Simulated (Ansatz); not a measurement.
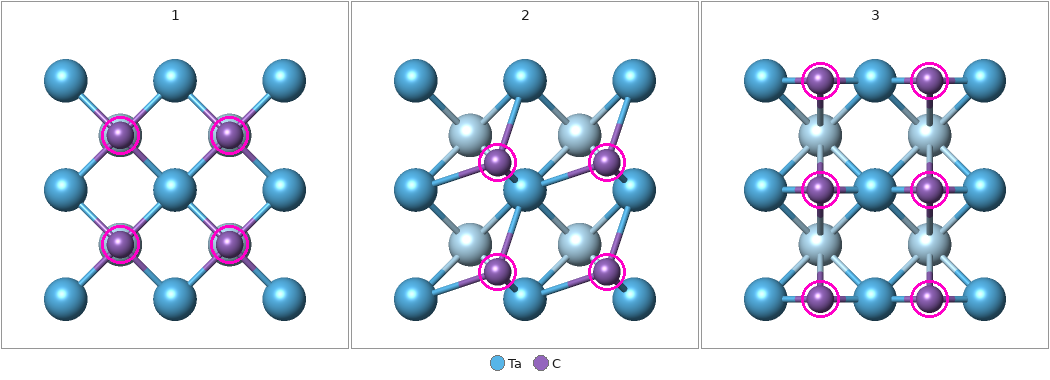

C on a Ta(100) slab cut from the Im-3m phase, its upper half relaxed before the scan (4 atoms of substrate and one adsorbate in a 1 × 1 cell). C is moved over the surface cell; relaxed at each place: the height of the adsorbate's atoms; substrate rigid; the origin of the map has the adsorbate above Ta4. Places are given modulo a cell vector. The map is drawn in real space over the plane of the surface. The scan uses an 8 × 8 grid; 15 points were computed and 49 follow by symmetry. Energies: eV, counted from the lowest grid point. With one adsorbate in each 1 × 1 cell, its nearest image is 3.3 Å away, so neighbouring adsorbates interact. Level of theory: Ansatz, DFT PBE, scalar-relativistic, plane waves, PAW. Settings: cutoff 420 eV, k-mesh 8×8×1, gaussian smearing 0.1 eV, no spin polarisation.

The numbered pictures are structures from this grid. Rings mark the moved atoms.

**Rank them by energy, lowest first.**

1, at a fourfold hollow over a second-layer Ta atom, (4/8, 4/8) of the cell vectors: 0.00 eV; 3, at a bridge site between two Ta atoms, (4/8, 0/8) of the cell vectors: 1.78 eV; 2, at (6/8, 2/8) of the cell vectors [nearest 1 Ta at 1.83 Å]: 3.27 eV.

The map, with the structures marked:

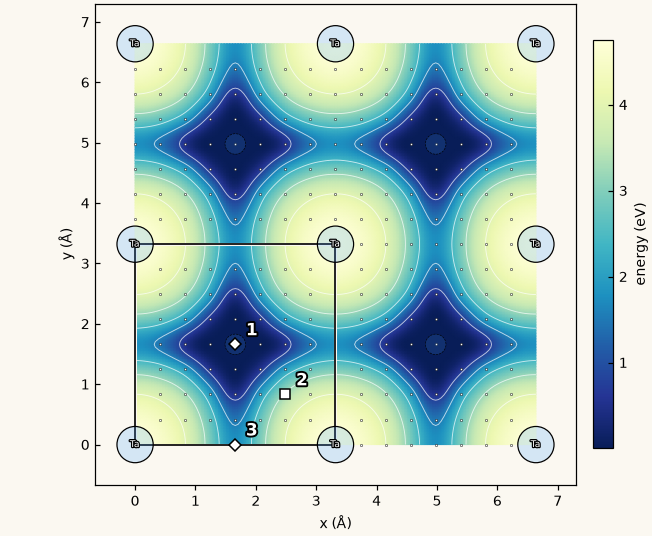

The picture shows a smooth colour map with a few white contour lines, dots at the grid points, labelled circles for the atoms of the top layer and small ones for the second layer, the outline of one cell of the 2 × 2 shown. Between grid points the surface is interpolated.

PAW datasets: the set soft_1.
